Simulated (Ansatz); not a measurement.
## Al: geometry relaxation

The run: geometry relaxation of Al (slab, 9 atoms in the cell). Method and program: DFT PBEsol, scalar-relativistic, plane waves, PAW, no spin polarisation (Ansatz 0.2.0).

The structure derives from a Materials Project entry. The input holds or restrains some coordinates. Forces given for the steps count only the free coordinates. It belongs to a series of runs on one base structure; here: clean slab, lower half held.

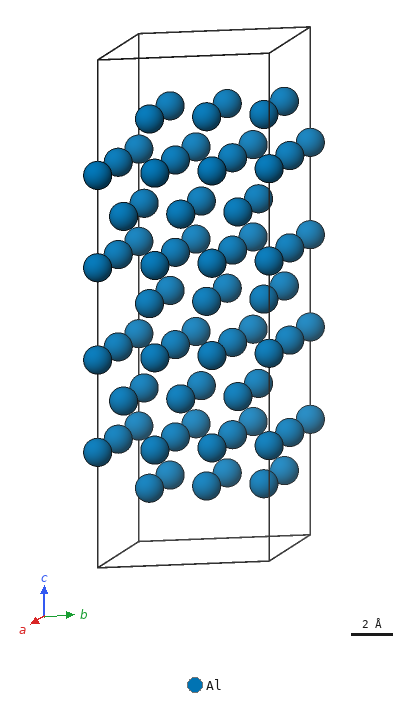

Figure 1. The starting structure (spheres-only view of the 2 × 3 repeat of the cell, with the vacuum cut short, seen slightly off an axis). An atom can appear more than once, as a periodic image.

## Input file
```yaml
crystal:
  lattice:
    - [2.8362844918, 0.0, 0.0]
    - [-1.4181422459, 2.4562944222, 0.0]
    - [0.0, 0.0, 35.6442989108]
  atoms:
    - { symbol: Al, position: [0.3333333333, 0.6666666667, 0.2384673078] }
    - { symbol: Al, position: [0.0, 0.0, 0.3038504809] }
    - { symbol: Al, position: [0.6666666667, 0.3333333333, 0.3692336539] }
    - { symbol: Al, position: [0.0, 0.0, 0.434616827] }
    - { symbol: Al, position: [0.3333333333, 0.6666666667, 0.5] }
    - { symbol: Al, position: [0.0, 0.0, 0.565383173] }
    - { symbol: Al, position: [0.6666666667, 0.3333333333, 0.6307663461] }
    - { symbol: Al, position: [0.0, 0.0, 0.6961495191] }
    - { symbol: Al, position: [0.3333333333, 0.6666666667, 0.7615326922] }
basis:
  ecutwfc: 420
kpoints:
  mp_grid: { grid: [12, 12, 1] }
hamiltonian:
  xc: pbesol
scf:
  occupations: { method: gaussian, width: 0.1 }
output:
  forces: true
  eigenvalues: true
relax:
  adjacent_minimum: "off"
  f_tol: 0.03
  max_steps: 70
  constraints: [{ sites: [0, 1, 2, 3] }]
efield:
  axis: 3
  dipole_correction: true
  ramp_width: 0.04
```

Hardware: 1 thread of Intel Xeon @ 2.70GHz, 189 GiB of memory available, shared host.

Launch command:
```bash
ansatz run input.yaml --threads 1 --pin off --max-ram 2560MiB --backend cpu --events-out ev --progress --plain --runs-dir out
```

## What the program printed
```
Engine: ansatz 0.2.0, x86_64-unknown-linux-gnu
Pseudopotentials: kind: paw
Pseudopotential: Al, paw, valence charge 3, recommended cutoff 420 eV (normal), Al.paw.azcp
Functional definition: PBEsol
  exchange = pbesol_x
  correlation = pbesol_c
Crystal: 9 atoms, lattice volume = 248.325 Å³
Basis set: ecut = 420 eV, 4883 PW (Γ), exchange–correlation on 40×40×480 points (8 copies of the dense FFT grid, shifted against one another)
Bands: 23, of which v1, the nominal top of the filled ones, is band 14 counted from 1 (13 counted from 0)
Symmetry: 6 space group operations
k-points: 19 of 144 (time reversal used)
Non-local potential: Al, projectors of the file, l = 0: 2, l = 1: 2, l = 2: 1
PAW form: soft (Blöchl's): semilocal exchange-correlation on the pseudo side does not see the compensation charge
PAW frozen core: Al, regenerated for the run's functional, and the local potential with it (the file was generated under x = pbe(κ = 0.804, μ = 0.2195149727645171), c = pbe(β = 0.06672455060314922))
PAW one-centre angular grid: Al, 110 points (default); XC on 64 Gauss nodes
Initial density: superposition of atomic densities (neutral atoms: chi_scale 0, normalization atom), corrected by the library's trained network
Initial wavefunctions: pseudopotential atomic-orbital guess
Functional: x = pbesol(κ = 0.804, μ = 0.12345679012345678), c = pbesol(β = 0.046)
SCF iter   1: F=—  HF=-4720.030111 eV  |F-HF|=—  |Δ(HF+E_count)|=         —  Δρ=1.93e-3  dr2=4.29e-1  ethr=1.77e-3  p=0.000 e·Å  D=8.55e-14 V/Å  ΔV_dip=-0.00 eV  dr2_dipole=8.78e-6  V_vac-E_F(+/−)=4.17/4.17 eV  ⟨swp⟩=12.2  Hψ=3391  notcnv=0
efield: sawtooth ramp at fractional position 0.9800 (placed from the atoms, in the widest stretch of the axis that holds none; the zero of the levels goes with the place), width 0.0400; the density the first Hamiltonian is built on has a dipole p = 0.000 e·Å; the dipole correction subtracts the counter field D = 8.55e-14 V/Å, which shifts the + side's vacuum level by -0.00 eV against the − side's; the planar-averaged density in the ramp window peaks in size at 1.0e-5 e/Å³
preconditioner: auto → LDOS  [metal: Δε(μ)=0.019 eV  Ē_g=7.059 eV  σ=0.100 eV  W_gap=0.10  n_scr=20 (ndim 8)  ℏωp=12.2 eV  f_vac=0.346  D(μ)=4.82/eV (n_scr^D=20)  β→1.0]
SCF iter   2: F=—  HF=-4720.020886 eV  |F-HF|=—  |Δ(HF+E_count)|=   9.22e-3  Δρ=6.17e-4  dr2=1.91e-2  ethr=1.59e-3  p=0.000 e·Å  D=3.96e-5 V/Å  ΔV_dip=-0.00 eV  dr2_dipole=6.44e-6  V_vac-E_F(+/−)=4.18/4.18 eV  ⟨swp⟩=1.3  Hψ=612  notcnv=0  defer=14
SCF iter   3: F=—  HF=-4720.020678 eV  |F-HF|=—  |Δ(HF+E_count)|=   2.08e-4  Δρ=2.47e-4  dr2=1.22e-3  ethr=7.09e-5  p=0.000 e·Å  D=1.20e-5 V/Å  ΔV_dip=-0.00 eV  dr2_dipole=5.11e-8  V_vac-E_F(+/−)=4.14/4.14 eV  ⟨swp⟩=1.7  Hψ=489  notcnv=0  defer=23
SCF iter   4: F=—  HF=-4720.020668 eV  |F-HF|=—  |Δ(HF+E_count)|=   9.74e-6  Δρ=5.14e-5  dr2=3.42e-5  ethr=4.51e-6  p=0.000 e·Å  D=6.05e-6 V/Å  ΔV_dip=-0.00 eV  dr2_dipole=1.25e-8  V_vac-E_F(+/−)=4.14/4.14 eV  ⟨swp⟩=2.6  Hψ=690  notcnv=0  defer=21
iter 5 did not close the SCF: its close was put off for the readings that it lacked (scf_convergence_deferred on its scf_iter line)
SCF iter   5: F=-4720.020662 eV  HF=-4720.020663 eV  |F-HF|=9.31e-7  |Δ(HF+E_count)|=   4.89e-6  Δρ=1.56e-5  dr2=2.27e-6  ethr=1.27e-7  p=0.000 e·Å  D=2.37e-6 V/Å  ΔV_dip=-0.00 eV  dr2_dipole=1.08e-10  V_vac-E_F(+/−)=4.13/4.13 eV  ⟨swp⟩=2.3  Hψ=615  notcnv=0  defer=21
SCF iter   6: F=-4720.020663 eV  HF=-4720.020663 eV  |F-HF|=1.93e-7  |Δ(HF+E_count)|=   5.58e-7  Δρ=3.30e-6  dr2=2.83e-7  ethr=8.39e-9  p=0.000 e·Å  D=1.13e-6 V/Å  ΔV_dip=-0.00 eV  dr2_dipole=9.90e-11  V_vac-E_F(+/−)=4.13/4.13 eV  ⟨swp⟩=12.1  Hψ=2556  notcnv=0
SCF 1 converged in 6 iterations: F = -4720.020663 eV  dr2 = 2.83e-7
  greatest PAW one-centre occupation: 0.463 electrons in one spin orbital (limit 2), on the Al atom at site 0 (counted from 0), in its partial waves of l = 0
relax step   1: F+E_penalty+E_count = -4720.02066329 eV  Δ(F+E_penalty+E_count) = +0.000e0 eV  max|allowed force component| = 7.864e-2 eV/Å  Δτ_max = 0.0000 Å  (6 SCF iters, dr2 threshold 2.25e-5 eV, accepted)
Initial density: handed on by an earlier stage of this run
Initial wavefunctions: those handed on with the density
iter 1 solved again at ethr=1.80e-4 eV; its pass at ethr=3.10e-3 eV (dr2=4.85e-2 eV) is discarded
SCF iter   1: F=—  HF=-4720.023878 eV  |F-HF|=—  |Δ(HF+E_count)|=         —  Δρ=7.97e-4  dr2=4.63e-2  ethr=1.80e-4  p=0.000 e·Å  D=1.12e-6 V/Å  ΔV_dip=-0.00 eV  dr2_dipole=1.86e-2  V_vac-E_F(+/−)=4.13/4.13 eV  ⟨swp⟩=1.0  Hψ=1513  notcnv=0  defer=60
efield: sawtooth ramp at fractional position 0.9800 (handed on by an earlier solve), width 0.0400; the density the first Hamiltonian is built on has a dipole p = 0.000 e·Å; the dipole correction subtracts the counter field D = 1.12e-6 V/Å, which shifts the + side's vacuum level by -0.00 eV against the − side's; the planar-averaged density in the ramp window peaks in size at 1.8e-7 e/Å³
preconditioner: auto → LDOS  [metal: Δε(μ)=0.016 eV  Ē_g=7.047 eV  σ=0.100 eV  W_gap=0.09  n_scr=20 (ndim 8)  ℏωp=12.2 eV  f_vac=0.346  D(μ)=4.68/eV (n_scr^D=20)  β→1.0]
SCF iter   2: F=—  HF=-4720.022649 eV  |F-HF|=—  |Δ(HF+E_count)|=   1.23e-3  Δρ=3.24e-4  dr2=1.31e-3  ethr=1.72e-4  p=0.000 e·Å  D=3.28e-5 V/Å  ΔV_dip=-0.00 eV  dr2_dipole=3.09e-4  V_vac-E_F(+/−)=4.14/4.14 eV  ⟨swp⟩=1.4  Hψ=405  notcnv=0  defer=60
SCF iter   3: F=—  HF=-4720.022389 eV  |F-HF|=—  |Δ(HF+E_count)|=   2.60e-4  Δρ=1.46e-4  dr2=5.32e-4  ethr=4.87e-6  p=0.000 e·Å  D=2.28e-4 V/Å  ΔV_dip=-0.01 eV  dr2_dipole=2.16e-4  V_vac-E_F(+/−)=4.13/4.14 eV  ⟨swp⟩=2.7  Hψ=766  notcnv=0  defer=60
SCF iter   4: F=—  HF=-4720.022355 eV  |F-HF|=—  |Δ(HF+E_count)|=   3.33e-5  Δρ=1.41e-5  dr2=4.56e-6  ethr=1.97e-6  p=0.000 e·Å  D=2.22e-4 V/Å  ΔV_dip=-0.01 eV  dr2_dipole=2.29e-6  V_vac-E_F(+/−)=4.13/4.14 eV  ⟨swp⟩=1.9  Hψ=503  notcnv=0  defer=60
SCF iter   5: F=—  HF=-4720.022345 eV  |F-HF|=—  |Δ(HF+E_count)|=   1.00e-5  Δρ=5.88e-6  dr2=4.65e-7  ethr=1.69e-8  p=0.000 e·Å  D=2.30e-4 V/Å  ΔV_dip=-0.01 eV  dr2_dipole=2.12e-8  V_vac-E_F(+/−)=4.13/4.14 eV  ⟨swp⟩=2.5  Hψ=664  notcnv=0  defer=60
iter 6 did not close the SCF: its close was put off until two iterations running show no level that it waits for move by more than its bar (scf_convergence_deferred on its scf_iter line)
SCF iter   6: F=-4720.022345 eV  HF=-4720.022345 eV  |F-HF|=5.42e-9  |Δ(HF+E_count)|=   3.94e-8  Δρ=1.60e-6  dr2=2.16e-8  ethr=3.70e-10  p=0.000 e·Å  D=2.34e-4 V/Å  ΔV_dip=-0.01 eV  dr2_dipole=1.56e-9  V_vac-E_F(+/−)=4.13/4.14 eV  ⟨swp⟩=13.9  Hψ=2757  notcnv=0
iter 7 did not close the SCF: its close was put off until two iterations running show no level that it waits for move by more than its bar (scf_convergence_deferred on its scf_iter line)
SCF iter   7: F=-4720.022345 eV  HF=-4720.022345 eV  |F-HF|=1.83e-10  |Δ(HF+E_count)|=   1.99e-8  Δρ=5.10e-7  dr2=2.50e-9  ethr=8.01e-11  p=0.000 e·Å  D=2.34e-4 V/Å  ΔV_dip=-0.01 eV  dr2_dipole=8.47e-10  V_vac-E_F(+/−)=4.13/4.14 eV  ⟨swp⟩=3.8  Hψ=1462  notcnv=0
SCF iter   8: F=-4720.022345 eV  HF=-4720.022345 eV  |F-HF|=5.07e-10  |Δ(HF+E_count)|=   2.03e-9  Δρ=1.32e-7  dr2=2.61e-10  ethr=9.25e-12  p=0.000 e·Å  D=2.34e-4 V/Å  ΔV_dip=-0.01 eV  dr2_dipole=3.24e-12  V_vac-E_F(+/−)=4.13/4.14 eV  ⟨swp⟩=2.4  Hψ=1325  notcnv=0
SCF 2 converged in 8 iterations: F = -4720.022345 eV  dr2 = 2.61e-10
  greatest PAW one-centre occupation: 0.464 electrons in one spin orbital (limit 2), on the Al atom at site 8 (counted from 0), in its partial waves of l = 0
relax step   2: F+E_penalty+E_count = -4720.02234517 eV  Δ(F+E_penalty+E_count) = -1.682e-3 eV  max|allowed force component| = 1.212e-2 eV/Å  Δτ_max = 0.0401 Å  (8 SCF iters, accepted)
```

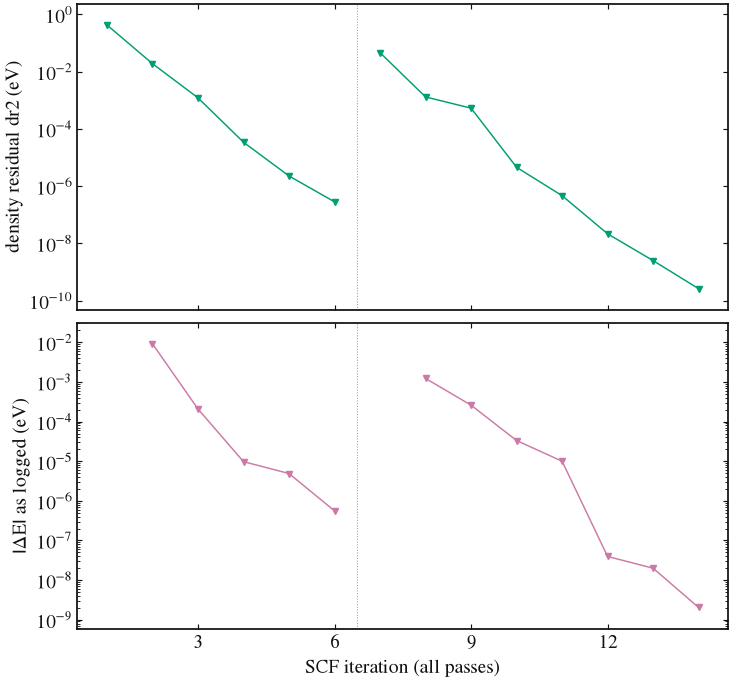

Figure 2. Convergence of the self-consistent field: density residual dr2 and size of the energy change against the SCF iteration. The dotted lines part the SCF passes of the relaxation: geometry steps, rejected trials and re-solves on a re-selected basis. The passes take 6 and 8 iterations.

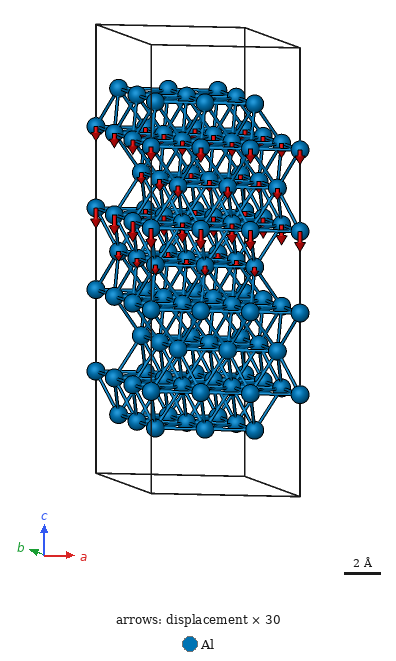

Figure 3. The starting structure with the displacements as red arrows, magnified 30 times (ball-and-stick view of the 3 × 3 repeat of the cell, with the vacuum cut short, seen slightly off an axis). Al6 moves most: 0.040 Å. The cell doesn't change. Among the contacts that change: Al8–Al9 2.848 → 2.868 Å, Al4–Al5 2.848 → 2.832 Å, Al6–Al7 2.848 → 2.862 Å, Al7–Al8 2.848 → 2.844 Å. The energy falls by 1.7 meV per cell of the calculation in 1 geometry step. The largest force component goes from 0.079 to 0.012 eV/Å. (Atoms are counted from 1 in the order of the input.)

```
SCF converged after 8 iterations
Free energy (F): -4720.022345 eV
Harris-Foulkes:  -4720.022345 eV  (|F-HF|=5.07e-10)
Internal energy: -4719.998672 eV  (E = F + TS)
E sigma→0 (E₀):  -4720.010509 eV
Entropy (-TS):   -0.023673 eV (-2.630 meV/atom)
Fermi energy:    3.044735 eV
Dipole field:    D = 0.000232 V/Å  (p = 0.000318 e·Å, saw-weighted, corrected)
Work function:   Φ+ = 4.1278 eV   Φ− = 4.1360 eV
Levels:          The Fermi level and band energies are counted from a zero that moves with the ramp; work functions are not
--- Per-component energies (eV) ---
  E_band       = -33.920556
  E_kinetic    = 203.874071
  E_local      = -9509.055587  (includes V_loc(G=0)·N_el)
  E_nonlocal   = 94.165605
  E_hartree    = 4735.150275
  E_xc         = -353.272318
  E_vxc        = -260.593303  (∫ρ·V_xc dr)
  E_paw        = -4092.450061  (= ΣΔE_a)
  E_vpaw       = -32.611241  (= ΣTr[D̂ρ^β])
  E_aug_tail   = -0.000023  (compensation charges beyond the density's cutoff)
  E_efield     = 0.000000  (sawtooth field / dipole correction)
  E_vefield    = 0.000082  (∫n·V_field dr)
  E_ewald      = 4201.417115
  E_core_change = 0.172251  (= ΣΔE_core)
  E_smearing   = -0.023673  (= −TS)
  E_closure    = -0.000000  (closes the sum)
  Σ components = -4720.022345   (vs F -4720.022345, Δ=0.00e0)
--- Forces (eV/Å), atoms counted from 1 ---
  atom   1  Al    -0.00000000     0.00000000    -0.04981311
  atom   2  Al     0.00000000    -0.00000000     0.06360889
  atom   3  Al     0.00000000    -0.00000000    -0.04358181
  atom   4  Al     0.00000000     0.00000000     0.03298355
  atom   5  Al     0.00000000     0.00000000    -0.00277548
  atom   6  Al     0.00000000     0.00000000     0.00797286
  atom   7  Al     0.00000000    -0.00000000    -0.00739442
  atom   8  Al     0.00000000    -0.00000000     0.01112307
  atom   9  Al     0.00000000     0.00000000    -0.01212247
  max |Σ_I F_I| component: 1.07e-6 eV/Å
--- Band table (eV; the first three rows and the last of 19) ---
  k-point 0: bands = ["-8.0740", "-7.8193", "-7.4482", "-6.9052", "-6.2368", "-5.4339", "-4.4676", "-3.3962", "-2.1492", "-0.9811", "0.4858", "1.9520", "3.4744", "4.9394", "6.1864", "7.0071", "7.2369", "8.2995", "8.3696", "9.9897", "10.0619", "12.0002", "12.0506"]
  k-point 1: bands = ["-7.9040", "-7.6495", "-7.2789", "-6.7364", "-6.0687", "-5.2666", "-4.3012", "-3.2307", "-1.9834", "-0.8222", "0.6452", "2.1094", "3.6295", "5.0929", "6.3412", "7.1696", "7.4017", "8.4545", "8.5217", "10.1173", "10.1901", "11.3532", "11.5388"]
  k-point 2: bands = ["-7.3952", "-7.1414", "-6.7721", "-6.2312", "-5.5658", "-4.7661", "-3.8035", "-2.7359", "-1.4888", "-0.3459", "1.1204", "2.5762", "4.0841", "5.5354", "6.7549", "7.6319", "7.8270", "8.2922", "8.3715", "8.7181", "8.9652", "9.0616", "9.3942"]
  k-point 18: bands = ["-0.2475", "-0.1178", "-0.1154", "-0.0027", "0.0904", "0.1304", "0.3320", "0.4077", "0.4489", "0.8320", "0.8455", "0.9545", "1.0874", "1.9075", "1.9312", "2.3904", "2.4485", "2.5883", "2.8496", "3.4782", "4.0873", "4.5199", "4.5563"]
--- Relaxed structure (2 steps of the walk, 2 accepted, 0 SCFs on fresh bases) ---
  F+E_penalty+E_count = -4720.02234517 eV   max|allowed force component| = 1.212e-2 eV/Å
  atoms:
    - { symbol: Al, position: [0.3333333333333333, 0.6666666666666666, 0.23846730780000003] }
    - { symbol: Al, position: [-1.6447748512725936e-17, -1.9189039929359473e-17, 0.3038504809] }
    - { symbol: Al, position: [0.6666666666666667, 0.3333333333333333, 0.3692336539] }
    - { symbol: Al, position: [-1.6447748512725936e-17, -1.9189039929359473e-17, 0.434616827] }
    - { symbol: Al, position: [0.3333333333333333, 0.6666666666666666, 0.4994514260569607] }
    - { symbol: Al, position: [-1.8258871192382758e-17, -1.9189039929359473e-17, 0.5642590133723169] }
    - { symbol: Al, position: [0.6666666666666667, 0.3333333333333333, 0.6300985787059099] }
    - { symbol: Al, position: [-1.77683770610188e-17, -1.9189039929359473e-17, 0.6953298080368941] }
    - { symbol: Al, position: [0.3333333333333333, 0.6666666666666666, 0.761372446744492] }
```

## Trajectory as extended XYZ (Å, eV, eV/Å), 2 frames, from step=1 to step=2
```
9
Lattice="2.8363 0.0000 0.0000 -1.4181 2.4563 0.0000 0.0000 0.0000 35.6443" Properties=species:S:1:pos:R:3:forces:R:3 step=1 energy=-4720.02066
Al    0.0000    1.6375    8.5000    0.0000   0.0000  -0.0471
Al    0.0000    0.0000   10.8305    0.0000   0.0000   0.0616
Al    1.4181    0.8188   13.1611    0.0000   0.0000  -0.0416
Al    0.0000    0.0000   15.4916    0.0000   0.0000   0.0786
Al    0.0000    1.6375   17.8221    0.0000   0.0000   0.0000
Al    0.0000    0.0000   20.1527    0.0000   0.0000  -0.0786
Al    1.4181    0.8188   22.4832    0.0000   0.0000   0.0416
Al    0.0000    0.0000   24.8138    0.0000   0.0000  -0.0616
Al    0.0000    1.6375   27.1443    0.0000   0.0000   0.0471
9
Lattice="2.8363 0.0000 0.0000 -1.4181 2.4563 0.0000 0.0000 0.0000 35.6443" Properties=species:S:1:pos:R:3:forces:R:3 step=2 energy=-4720.02235
Al    0.0000    1.6375    8.5000    0.0000   0.0000  -0.0498
Al    0.0000    0.0000   10.8305    0.0000   0.0000   0.0636
Al    1.4181    0.8188   13.1611    0.0000   0.0000  -0.0436
Al    0.0000    0.0000   15.4916    0.0000   0.0000   0.0330
Al    0.0000    1.6375   17.8026    0.0000   0.0000  -0.0028
Al    0.0000    0.0000   20.1126    0.0000   0.0000   0.0080
Al    1.4181    0.8188   22.4594    0.0000   0.0000  -0.0074
Al    0.0000    0.0000   24.7845    0.0000   0.0000   0.0111
Al    0.0000    1.6375   27.1386    0.0000   0.0000  -0.0121
```

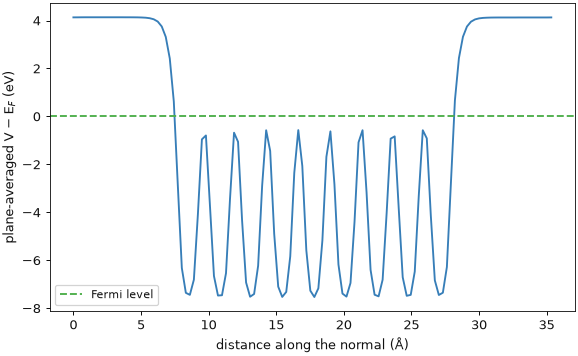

Figure 4. Plane average of the electrostatic potential energy of an electron across the cell, from the Fermi level. The vacuum level lies 4.13 eV above the Fermi level.

## Key numbers

```tsv
quantity	value
outcome	converged under the restraints of the input
electrons treated	27
free energy	−4720.0223 eV
work function, top face	4.13 eV
work function, bottom face	4.14 eV
Fermi energy	3.045 eV
gap on the k-point mesh	none (metallic)
final volume	248.32 Å³
work function (upper face)	4.13 eV
largest force (length of the vector) at the end, held atoms and coordinates included	0.064 eV/Å
wall time	22 s
peak memory	0.45 GiB
```
